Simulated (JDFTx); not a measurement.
# Zr: 7 runs along one coordinate

System: Zr (P6₃/mmc, 2 atoms in the cell).
Method: Kohn-Sham DFT of a periodic cell, RPBE, PseudoDojo-SR-PBE-0.5-standard, no spin polarisation (JDFTx 1.7.0 (patched build)).

The 7 runs differ only in the geometry, by an even scaling of the cell at fixed fractional positions. The structure derives from an entry of the Crystallography Open Database.

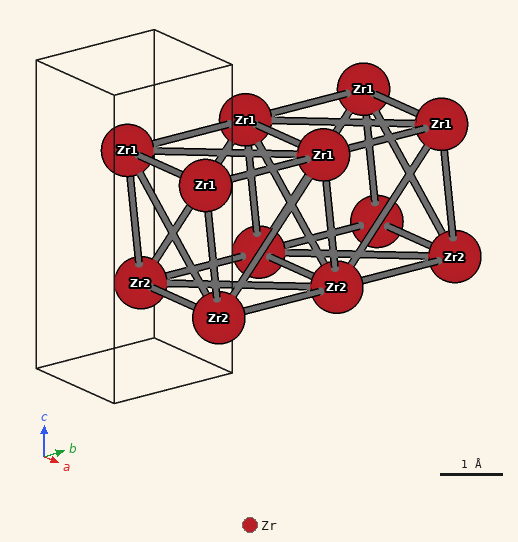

Figure 1. The structure of run 4 (ball-and-stick view of the cell of the calculation, repeated 2 × 3 × 1, seen slightly off an axis; atoms are numbered from 1 in the order of the input).

### Input of run 4
```
lattice \
    3.2320000000    -1.6160000000     0.0000000000 \
    0.0000000000     2.7989941050     0.0000000000 \
    0.0000000000     0.0000000000     5.1470000000
latt-scale 1.889726124626 1.889726124626 1.889726124626
coords-type Lattice
ion Zr     0.6666666667     0.3333333333     0.7500000000 1
ion Zr     0.3333333333     0.6666666667     0.2500000000 1

ion-species pseudo/Zr.upf
elec-cutoff 33 264
elec-ex-corr gga-x-rpbe gga-c-pbe
kpoint-folding 9 9 5
elec-smearing Fermi 0.0018374661
elec-n-bands 18
electronic-SCF nIterations 100 energyDiffThreshold 1e-09
electronic-minimize nIterations 30 energyDiffThreshold 1e-7
forces-output-coords Cartesian

dump-name run.$VAR
dump End Ecomponents EigStats BandEigs Kpoints Forces Stress
```

Command:
```bash
jdftx -c 1 -i Zr.in -o Zr.out
```

Run 6 differs from it as follows:
```diff
-    3.2320000000    -1.6160000000     0.0000000000 \
-    0.0000000000     2.7989941050     0.0000000000 \
-    0.0000000000     0.0000000000     5.1470000000
+    3.2745311931    -1.6372655966     0.0000000000 \
+    0.0000000000     2.8358271987     0.0000000000 \
+    0.0000000000     0.0000000000     5.2147314515
```

### Results, with one run withheld

```csv
run,volume per atom (Å³),"free energy per atom, from the lowest run given (meV)",pressure (GPa)
1,21.884,58.20,9.56
2,22.350,33.95,7.12
3,22.815,16.51,4.87
4,23.281,5.37,2.79
5,23.746,0.00,0.89
6,24.212,?,?
7,24.678,4.82,−2.49
```

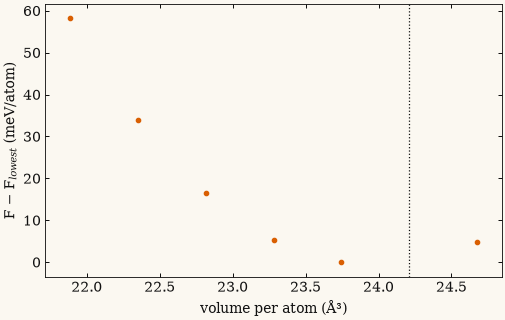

Figure 2. Free energy per atom of the runs given; the dotted line marks run 6.

What should run 6 give?

A cubic polynomial in V^(−2/3) (the Birch–Murnaghan form), fitted to the 6 runs given, misses them by at most 0.02 meV per atom. With x = V^(−2/3) − 0.12330 Å⁻², it reads F = 9.0535 + 6338.1 x + 1.0228e+06 x² − 3.4456e+06 x³ (meV per atom). At run 6 it gives −0.05 meV per atom, and the run itself gives −0.04. The slope of the fit gives a pressure −dF/dV of −0.85 GPa there, and the run prints −0.88 GPa. The fit has its minimum at 23.982 Å³ per atom, where V d²F/dV² gives 90.5 GPa. Cell shape and fractional positions are held, so this is the stiffness under even scaling; the relaxed bulk modulus wasn't computed.

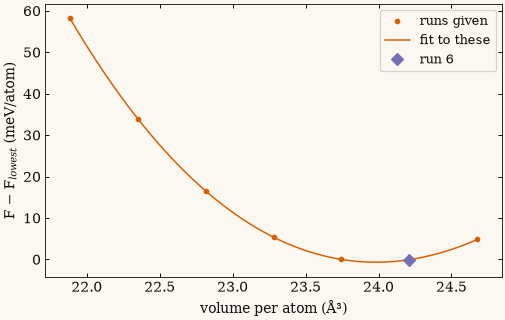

Figure 3. The fit and the withheld run.

### Some lines of the output (run 6)
```
[...]
unit cell volume = 326.781
     Etot =      -94.7093377537635774
        F =      -94.7098750391162838
	HOMO-LUMO gap: +0.002469
	Optical gap  : +0.009326 at state 2 ( [ +0.000000 +0.000000 +0.400000 ] spin 0 )
```
